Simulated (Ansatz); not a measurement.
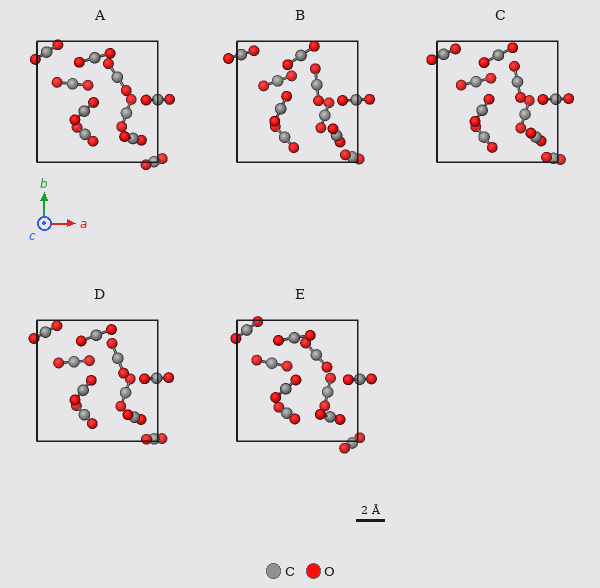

5 geometries from one relaxation of an amorphous cell of composition CO$_{2}$, in shuffled order. The picture is a ball-and-stick view of the cell of the calculation, seen along the c axis.

The cell holds 10 CO2. The run prepares the start of a later molecular dynamics calculation, from a guessed geometry.

Method: Ansatz, DFT PBE-D3(BJ), scalar-relativistic, plane waves, PAW. (plane-wave cutoff 420 eV; k-point mesh 1 × 1 × 1; occupations fermi dirac; smearing width 0.02 eV; no spin polarisation; atoms relaxed in a fixed cell; force threshold 0.3 eV/Å; at most 15 steps)

Put them in the order of the run, from the start to the converged end.

Answer. B, C, D, A, E. They are steps 0, 2, 4, 6, 9, at +1.558 eV per cell of the calculation, +0.589 eV per cell of the calculation, +0.295 eV per cell of the calculation, +0.130 eV per cell of the calculation relative to the last. Over 8 accepted moves (9 points after the start) the energy falls by 1.558 eV per cell of the calculation. Largest force component: 1.3 eV/Å at the start, 0.26 eV/Å at the end. 1 step only repeated the SCF at the same geometry. The largest move is that of an O atom, 1.18 Å along [−2 −1 −1]. Largest moves by element: O 1.18 Å, C 0.69 Å. The cell stays as it was. Among the contacts that change: C–O 1.179 → 1.171 Å. The run took 50 s on 1 thread of Arm Neoverse V1, with other jobs on the host, peak memory 0.55 GiB.

Limits of the set-up: the program's low-accuracy preset was used.
